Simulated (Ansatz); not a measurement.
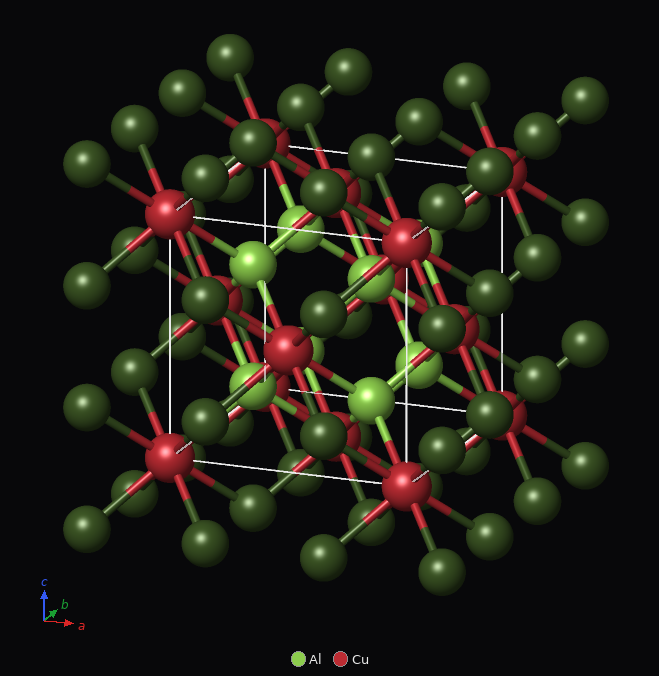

Shown here is a ball-and-stick view of the crystal, taken from a general direction. The conventional unit cell is drawn as a box. Every bond is drawn to its end, so some atoms lie outside the box, in fainter colours.

- It has the composition Al2Cu.
- The structure has Fm-3m (No. 225) symmetry and a face-centred cubic lattice.
- The arrangement is known as antifluorite.
- In the cell are 8 Al, 4 Cu, which makes 4 formula units.
- Al is coordinated by four Cu in a tetrahedral arrangement. Cu is linked to eight Al in a cubic arrangement.
- The bonds build a three-dimensional framework.

Origin of the cell: a structure listed in the Materials Project. It is drawn as it came out of a relaxation with Ansatz 0.2.0, DFT PBEsol, scalar-relativistic, plane waves, PAW.
